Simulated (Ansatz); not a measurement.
Single-point calculation of TaN (part 3 of 3)

The same run, continued: TaN (P-62m, 6 atoms in the cell); DFT LDA+U, scalar-relativistic, plane waves, PAW, Ueff = 3 eV on Ta atom 1 d; Ueff = 3 eV on Ta atom 2 d; Ueff = 3 eV on Ta atom 3 d, spin-polarised (Ansatz 0.2.0); cutoff 420 eV, 4×4×6 k-mesh, Gaussian smearing of 0.05 eV, collinear spins. The structure derives from an entry of the Crystallography Open Database. It belongs to a series of runs on one base structure; here: random orbitals: harmonics, high filling.

What the program printed, continued
```
  k-point 1 ↑: bands = ["-50.0642", "-50.0187", "-49.4636", "-16.8406", "-16.8406", "-16.5603", "-16.4956", "-16.4956", "-16.4296", "-16.1267", "-16.1267", "-15.6421", "1.8511", "4.0953", "4.0953", "11.0015", "12.5805", "12.5805", "13.2201", "13.7001", "13.7001", "14.1558", "14.4122", "14.4122", "17.0873", "18.0482", "18.0482", "18.6679", "21.1033", "21.1033", "21.5474", "21.5474", "21.6848", "22.4622", "23.1833", "23.1833"]
  k-point 2 ↑: bands = ["-50.0403", "-49.9978", "-49.4442", "-16.9822", "-16.8117", "-16.7705", "-16.7705", "-16.4073", "-16.4073", "-16.1320", "-16.1320", "-15.9736", "2.9941", "3.8378", "3.8378", "11.4802", "11.9568", "11.9568", "12.9078", "12.9078", "12.9879", "14.6639", "14.6639", "14.7449", "17.3324", "17.3324", "19.6444", "21.2154", "21.2154", "21.2705", "21.8100", "21.8100", "22.8488", "23.0781", "23.0781", "23.5711"]
  k-point 39 ↓: bands = ["-50.0116", "-50.0002", "-49.4311", "-17.1452", "-17.0566", "-16.7635", "-16.6660", "-16.4558", "-16.3265", "-16.1414", "-16.1144", "-16.1054", "3.4101", "3.8133", "4.0853", "10.9051", "11.7973", "11.8885", "12.0696", "12.6251", "13.3287", "14.1067", "14.8065", "15.5947", "16.4043", "17.6582", "18.7083", "20.0858", "21.0386", "22.7953", "22.8682", "22.9567", "23.1497", "23.7411", "24.4198", "25.0987"]
Occupation matrices written to [file]
--- Löwdin populations: 6 sites ---
  site symbol       q [e]    m [muB]
     0     Ta     12.1310     0.0000
     1     Ta     12.1310    -0.0000
     2     Ta     12.3661     0.0000
     3      N      5.6955    -0.0000
     4      N      5.6955    -0.0000
     5      N      5.6955    -0.0000
  spilling = 0.005286 (of n_electrons = 54.000000)
--- Occupation matrices: 3 shells (run DFT+U table (all-electron-ortho-atomic); ε = 5.55e-4) ---
  Ta0 d_5D: site group C3h (-6)
  Ta0 d_5D up     Tr n = 1.8361  λ = 0.306 0.306 0.386 0.386 0.453  [2× xz 0.50 E''(1.00) | 2× x2-y2 0.50 E'(1.00) | z2 1.00 A'(1.00)]
  Ta0 d_5D dn     Tr n = 1.8361  λ = 0.306 0.306 0.386 0.386 0.453  [2× xz 0.50 E''(1.00) | 2× x2-y2 0.50 E'(1.00) | z2 1.00 A'(1.00)]
  specified occupation → Ta0 d_5D up: matrix, ‖Δ‖_F = 1.0889, Tr Δ = +0.1639, displaced = 1.1666, d_λ = 0.9515; orbital distance = 1.5811
  specified occupation → Ta0 d_5D dn: matrix, ‖Δ‖_F = 0.7864, Tr Δ = -1.7361, displaced = 0.8681, d_λ = 0.7864; orbital distance = 0.0000
  Ta1 d_5D: site group C3h (-6)
  Ta1 d_5D up     Tr n = 1.8361  λ = 0.306 0.306 0.386 0.386 0.453  [2× xz 0.50 E''(1.00) | 2× x2-y2 0.50 E'(1.00) | z2 1.00 A'(1.00)]
  Ta1 d_5D dn     Tr n = 1.8361  λ = 0.306 0.306 0.386 0.386 0.453  [2× xz 0.50 E''(1.00) | 2× x2-y2 0.50 E'(1.00) | z2 1.00 A'(1.00)]
  specified occupation → Ta1 d_5D up: matrix, ‖Δ‖_F = 0.9515, Tr Δ = +0.1639, displaced = 1.0190, d_λ = 0.9515; orbital distance = 0.7071
  specified occupation → Ta1 d_5D dn: matrix, ‖Δ‖_F = 0.7864, Tr Δ = -1.7361, displaced = 0.8681, d_λ = 0.7864; orbital distance = 0.0000
  Ta2 d_5D: site group D3h (-6m2)
  Ta2 d_5D up     Tr n = 1.8910  λ = 0.340 0.340 0.357 0.357 0.497  [2× x2-y2 0.50 E'(1.00) | 2× xz 0.50 E''(1.00) | z2 1.00 A1'(1.00)]
  Ta2 d_5D dn     Tr n = 1.8910  λ = 0.340 0.340 0.357 0.357 0.497  [2× x2-y2 0.50 E'(1.00) | 2× xz 0.50 E''(1.00) | z2 1.00 A1'(1.00)]
  specified occupation → Ta2 d_5D up: matrix, ‖Δ‖_F = 1.1026, Tr Δ = +0.1090, displaced = 1.1883, d_λ = 0.9582; orbital distance = 1.5811
  specified occupation → Ta2 d_5D dn: matrix, ‖Δ‖_F = 0.8120, Tr Δ = -1.7910, displaced = 0.8955, d_λ = 0.8120; orbital distance = 0.0000
  Tr n, λ and their labels are of the run-group-symmetrised matrices; stabiliser: 24 of 24 elements of G0×{1,Θ} (closed), max defect 4.7e-6 at τ = 1.2e-4
```

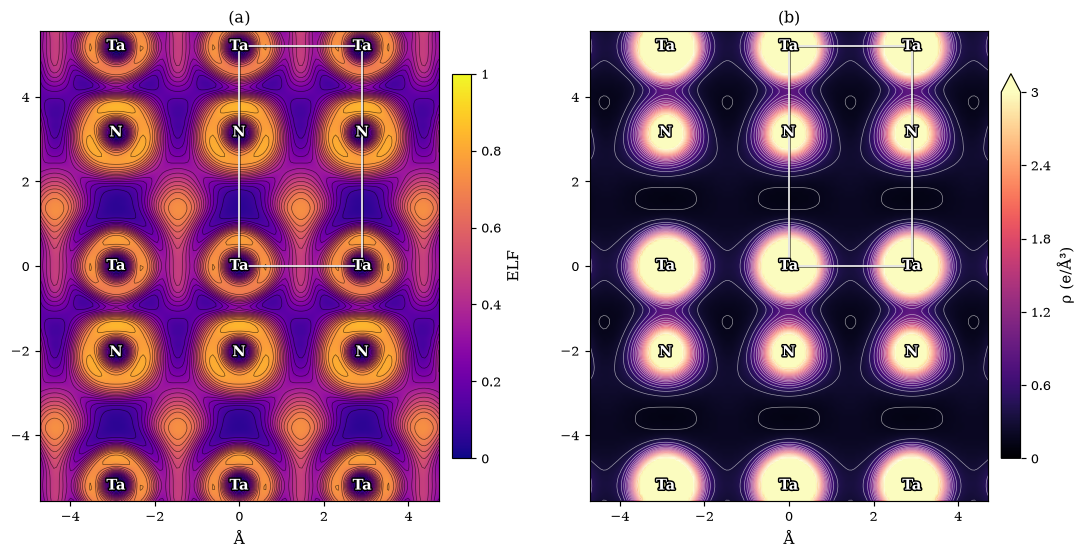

*(a) electron localisation function; (b) valence electron density on the (11̄0) plane of the conventional cell.*

The plane passes through Ta and N nuclei. Ta–N (2.04 Å): ρ is about 0.87 e/Å³ halfway; the ELF is about 0.30 at the midpoint (a polar contact without a shared pair, in a metal). Ta–Ta (2.91 Å): ρ at the midpoint is about 0.34 e/Å³; the ELF is about 0.45 at the midpoint; no localised pair between them. Away from the nuclei the density in this plane falls to 0.11 e/Å³ at its lowest.  The strong features right at Ta lie inside the PAW spheres (semicore, d or f shells) and say nothing about bonding. In a PAW calculation such maps are meaningful between the atoms, not at the nuclei.

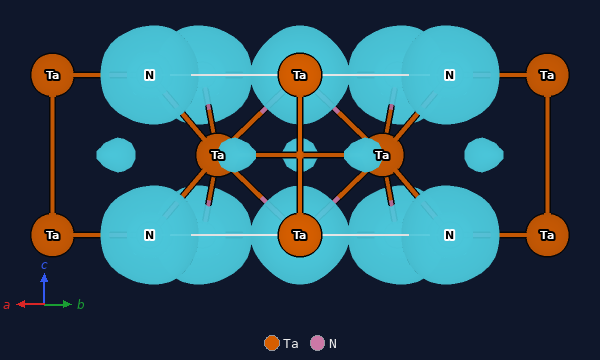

*Isosurface of the electron localisation function at 0.65 (cyan), seen along [110]. Only the valence region is drawn (cores and ρ < 0.01 e/Å³ removed). Sticks mark near contacts. The outline is the cell set on symmetry axes.*

Along the contacts the grid gives the following. Ta–N (2.04 Å): the ELF is about 0.30 at the midpoint (no shared pair; the contact is polar). Ta–Ta (2.91 Å): the ELF is about 0.25 at the midpoint (no shared electron pair).

This output came from the following input.

The input
```yaml
crystal:
  lattice:
    - [5.19600015, 0.0, 0.0]
    - [-2.59800008, 4.49986813, 0.0]
    - [0.0, 0.0, 2.9109996]
  atoms:
    - { symbol: Ta, position: [0.3333333333, 0.6666666667, 0.5], spin: 2.0 }
    - { symbol: Ta, position: [0.6666666667, 0.3333333333, 0.5], spin: 2.0 }
    - { symbol: Ta, position: [0.0, 0.0, 0.0], spin: 2.0 }
    - { symbol: "N", position: [0.39285, 0.0, 0.0] }
    - { symbol: "N", position: [0.60715, 0.60715, 0.0] }
    - { symbol: "N", position: [0.0, 0.39285, 0.0] }
basis:
  ecutwfc: 420
  ecutrho_ratio: 4
kpoints:
  mp_grid: { grid: [4, 4, 6] }
hamiltonian:
  xc: lda
  hubbard:
    sites:
      - { site: 0, l: d, u_eff: 3.0, starting_ns: [{ spin: up, occupation_matrix: s0up }, { spin: down, occupation_matrix: s0down }] }
      - { site: 1, l: d, u_eff: 3.0, starting_ns: [{ spin: up, occupation_matrix: s1up }, { spin: down, occupation_matrix: s1down }] }
      - { site: 2, l: d, u_eff: 3.0, starting_ns: [{ spin: up, occupation_matrix: s2up }, { spin: down, occupation_matrix: s2down }] }
    occupation_matrices:
      s0up:
        matrix:
          - [0.02, 0.0, 0.0, 0.0, 0.0]
          - [0.0, 0.97, 0.0, 0.0, 0.0]
          - [0.0, 0.0, 0.02, 0.0, 0.0]
          - [0.0, 0.0, 0.0, 0.02, 0.0]
          - [0.0, 0.0, 0.0, 0.0, 0.97]
      s0down:
        matrix:
          - [0.02, 0.0, 0.0, 0.0, 0.0]
          - [0.0, 0.02, 0.0, 0.0, 0.0]
          - [0.0, 0.0, 0.02, 0.0, 0.0]
          - [0.0, 0.0, 0.0, 0.02, 0.0]
          - [0.0, 0.0, 0.0, 0.0, 0.02]
      s1up:
        matrix:
          - [0.97, 0.0, 0.0, 0.0, 0.0]
          - [0.0, 0.02, 0.0, 0.0, 0.0]
          - [0.0, 0.0, 0.02, 0.0, 0.0]
          - [0.0, 0.0, 0.0, 0.97, 0.0]
          - [0.0, 0.0, 0.0, 0.0, 0.02]
      s1down:
        matrix:
          - [0.02, 0.0, 0.0, 0.0, 0.0]
          - [0.0, 0.02, 0.0, 0.0, 0.0]
          - [0.0, 0.0, 0.02, 0.0, 0.0]
          - [0.0, 0.0, 0.0, 0.02, 0.0]
          - [0.0, 0.0, 0.0, 0.0, 0.02]
      s2up:
        matrix:
          - [0.02, 0.0, 0.0, 0.0, 0.0]
          - [0.0, 0.97, 0.0, 0.0, 0.0]
          - [0.0, 0.0, 0.02, 0.0, 0.0]
          - [0.0, 0.0, 0.0, 0.02, 0.0]
          - [0.0, 0.0, 0.0, 0.0, 0.97]
      s2down:
        matrix:
          - [0.02, 0.0, 0.0, 0.0, 0.0]
          - [0.0, 0.02, 0.0, 0.0, 0.0]
          - [0.0, 0.0, 0.02, 0.0, 0.0]
          - [0.0, 0.0, 0.0, 0.02, 0.0]
          - [0.0, 0.0, 0.0, 0.0, 0.02]
    ns_hold: until_converged
scf:
  occupations: { method: gaussian, width: 0.05 }
  lower_state_search: "off"
  max_iter: 150
output:
  forces: true
  stress: true
  eigenvalues: true
  populations: true
  hubbard: { sites: [{ site: 0, l: d }, { site: 1, l: d }, { site: 2, l: d }] }
  write_density: true
  write_potential: true
  elf: true
  volumetric_format: npy
magnetization:
  spin_polarized: true
```

Launch command:
```bash
ansatz run input.yaml --threads 4 --pin off --max-ram 6144MiB --backend cpu --events-out ev --progress --plain --runs-dir out
```

Summary

- outcome: converged
- space group (tolerance 0.01 Å): P-62m (189)
- electrons treated: 54
- free energy: −30167.3273 eV
- Fermi energy: 19.636 eV
- gap on the k-point mesh: none (metallic)
- net moment of the cell: 0.00 μB
- integrated absolute moment: 0.00 μB
- pressure: −7.34 GPa
- largest force (length of the vector): 0.052 eV/Å
- hardware: 4 threads of Arm Neoverse V1, 24 GiB of memory available, shared host
- wall time: 23 s (CPU time 91 s)
- peak memory: 0.48 GiB

Remarks

Warnings of the run: some starting moments were not kept; the typed occupations were not kept; the occupation matrices lower the symmetry. Spin–orbit coupling is left out, which matters for Ta. The cell is under a tension of 7.3 GPa at this level, so it is not at its equilibrium volume.
